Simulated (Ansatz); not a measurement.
## CdSe (P6_3mc): how ε∞ follows the gap

The empty bands of CdSe (P6_3mc) are shifted up rigidly by Δ, and ε∞ along x is computed for each shift. x, y and z are the Cartesian axes of the input cell.

Cell: a, b, c = 4.300, 4.300, 7.020 Å (primitive vectors), 4 atoms.

Method: Ansatz 0.2.0, PBE, independent particles, k-mesh 6×6×3 with interpolation inside its cells, Gaussian parameter 0.1 eV.

Launch of the response step: `ansatz run input.yaml --threads 4 --pin off --max-ram 8192MiB --backend cpu --events-out ev --progress --plain --runs-dir out`. The series took 4.5 min in all, on 4 threads of Arm Neoverse V2, on a shared host.

| Δ (eV) | ε∞ along x |
| --- | --- |
| 0.00 | ? |
| 0.40 | 7.163 |
| 0.80 | 6.644 |
| 1.20 | 6.229 |
| 1.60 | 5.883 |
| 2.00 | 5.589 |

With one effective transition at E₀ and fixed dipole strength, ε∞ − 1 = A/(E₀ + Δ), so 1/(ε∞ − 1) is linear in Δ.

Working, on the rows shown:

| x = Δ (eV) | y = 1/(ε∞ − 1) |
| --- | --- |
| 0.4 | 0.162259 |
| 0.8 | 0.177179 |
| 1.2 | 0.191241 |
| 1.6 | 0.204792 |
| 2 | 0.217912 |

Means: x̄ = 1.2, ȳ = 0.19068. Σ(x − x̄)(y − ȳ) = 0.05557, Σ(x − x̄)² = 1.6. Slope = 0.05557 / 1.6 = 0.03473; intercept = ȳ − slope · x̄ = 0.149. Turned back into ε∞ along x, the line misses the rows shown by at most 0.024.

Task: What does the fit predict for the withheld row, and how well does it do?

Result: At x = 0 the line gives y = 0.149, that is 7.711. The run gave 7.854, so the extrapolation is off by 0.14, 6 % of the range in the table. Beyond its data the fit drifts from the curve.

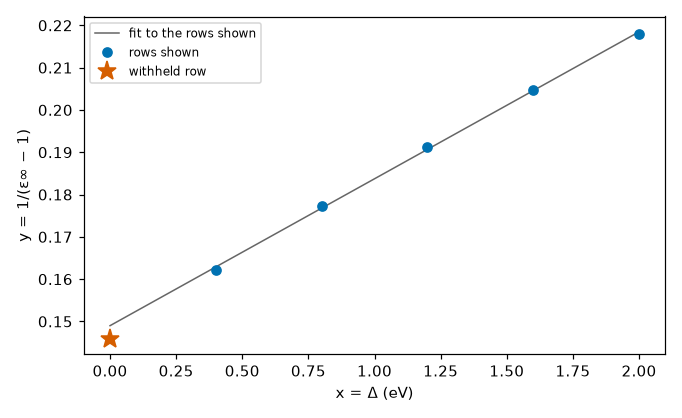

Refitted with all rows, the slope is 0.03584 and the intercept 0.14738. These give E₀ = intercept/slope = 4.1 eV, far above the least direct gap of 0.70 eV: most of the screening comes from transitions well over the edge. Over the first step ε∞ falls by 22 % per eV. The cell comes from an older database entry, whose edges can be off by a per cent or so. Excitons are left out and so are local fields; PBE gaps are as a rule too small. Spin-orbit coupling is left out.
